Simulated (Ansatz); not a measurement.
**GaAs (slab): density, localisation and related maps**

Input file:

```
crystal:
  lattice:
    - [4.0010046537, 0.0, 0.0]
    - [0.0, 5.6582750444, 0.0]
    - [0.0, 0.0, 25.0025116343]
  atoms:
    - { symbol: Ga, position: [0.5, 0.5, 0.2999698634] }
    - { symbol: As, position: [0.0, 0.25, 0.2999698634] }
    - { symbol: Ga, position: [0.0, 0.0, 0.379981918] }
    - { symbol: As, position: [0.5, 0.75, 0.379981918] }
    - { symbol: Ga, position: [0.5, 0.5, 0.4599939727] }
    - { symbol: As, position: [0.0, 0.25, 0.4599939727] }
    - { symbol: Ga, position: [0.0, 0.0, 0.5400060273] }
    - { symbol: As, position: [0.5, 0.75, 0.5400060273] }
    - { symbol: Ga, position: [0.5, 0.5, 0.620018082] }
    - { symbol: As, position: [0.0, 0.25, 0.620018082] }
    - { symbol: Ga, position: [0.0, 0.0, 0.7000301366] }
    - { symbol: As, position: [0.5, 0.75, 0.7000301366] }
basis:
  ecutwfc: 420
kpoints:
  mp_grid: { grid: [9, 6, 1] }
hamiltonian:
  xc: pbesol
scf:
  occupations: { method: gaussian, width: 0.05 }
output:
  forces: true
  stress: true
  eigenvalues: true
  write_density: true
  write_potential: true
  elf: true
  volumetric_format: npy
efield:
  axis: 3
  dipole_correction: true
  ramp_width: 0.04
```

Command:

```sh
ansatz run input.yaml --threads 1 --pin off --max-ram 2560MiB --backend cpu --events-out ev --progress --plain --runs-dir out
```

Not relaxed (largest force 1.6 eV/Å).

Level of theory: Ansatz 0.2.0, DFT PBEsol, scalar-relativistic, plane waves, PAW.

In a PAW calculation such maps are meaningful between the atoms, not at the nuclei.

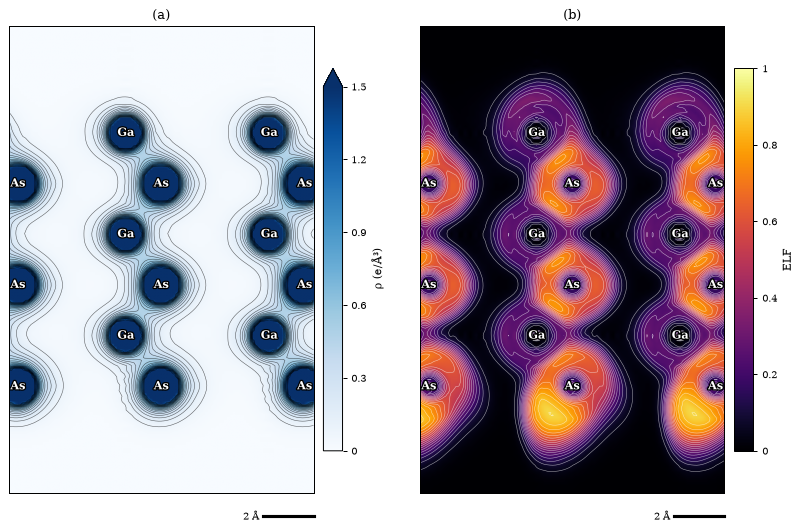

Figure 1. (a) valence electron density; (b) ELF on the (100) plane of the calculation cell, a cut from vacuum to vacuum.

Q: What do the fields say about this system?

A: The section cuts through As and Ga sites. Ga–As (2.45 Å): the density is about 0.46 e/Å³ at the midpoint; the ELF is about 0.65 at the midpoint. The density dies away to nearly zero in the vacuum. The ELF also peaks beside As, away from the bonds: lone-pair regions.

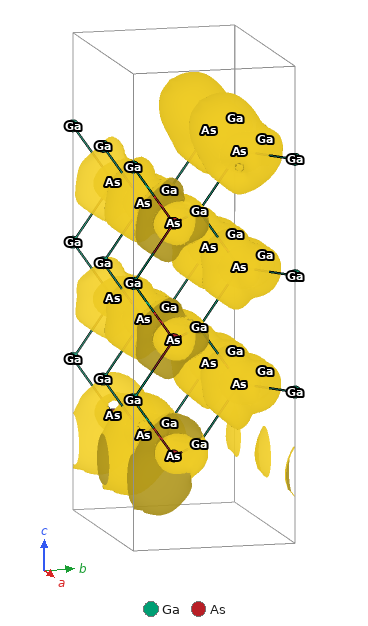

Figure 2. Isosurface of the electron localisation function at 0.6 (yellow), seen slightly off an axis. Only the valence region is drawn (cores and ρ < 0.01 e/Å³ removed). Sticks mark near contacts.

Q: What do the ELF domains correspond to?

A: At this value the surface marks out six regions on As in which the atom's valence shell and bonds are merged, counted in one cell of 12 atoms. Counts are for one cell; the picture repeats the cell along the surface.

Q: Metal or insulator at this level of theory?

A: It is gapped, with a Kohn–Sham gap of 0.42 eV on the k-point mesh, an upper bound to the gap of this method.
